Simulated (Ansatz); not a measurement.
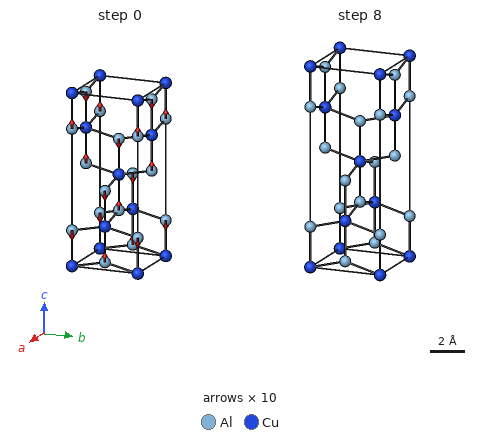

The structure of solid Al$_{2}$Cu (built on the anatase_141 type) (coarse preliminary run) before (left) and after (right) a relaxation, at one scale. The red arrows give the displacements (the part carried along by the change of the cell is left out), magnified 10 times.

The picture is a ball-and-stick view of the conventional cell (2 times the calculation's cell), seen slightly off an axis. Lengths and directions refer to the drawn axes.

Case: anatase type (I4_1/amd, No. 141).

All numbers below come from DFT PBE, scalar-relativistic, plane waves, PAW in Ansatz 0.2.0. Settings: plane-wave cutoff 420 eV; k-point mesh 6 × 6 × 6; occupations gaussian; smearing width 0.1 eV; no spin polarisation; cell and atoms relaxed; force threshold 0.04 eV/Å; at most 70 steps.

Summarise the run.

Over 6 accepted moves (8 points after the start) the energy falls by 2.124 eV per cell of the calculation. Largest force component: 1.3 eV/Å at the start, 0.0069 eV/Å at the end. Pressure: 28.28 GPa at the start and 0.04 GPa at the end. The SCF was repeated twice at an unchanged geometry on a basis and grid sized afresh for the cell, which shifted the energy by 57.5 meV per cell of the calculation at most. The largest moves relative to the cell, 0.066 Å, are those of Al atoms. Cu stays in place. Cell: a = b 4.246 → 4.500 Å (+6.0 %), c 10.673 → 12.377 Å (+16.0 %). Volume +30.3 %. Among the contacts that change: Al–Cu 2.205 → 2.491 Å, Al–Cu 2.173 → 2.330 Å. Bond angles that change, for instance: Cu–Al–Cu 155.4° → 150.0°, Al–Cu–Al 155.4° → 150.0°, Cu–Al–Cu 102.3° → 105.0°. The space group stays I4_1/amd (No. 141). The run took roughly 70 core-seconds on a shared host.
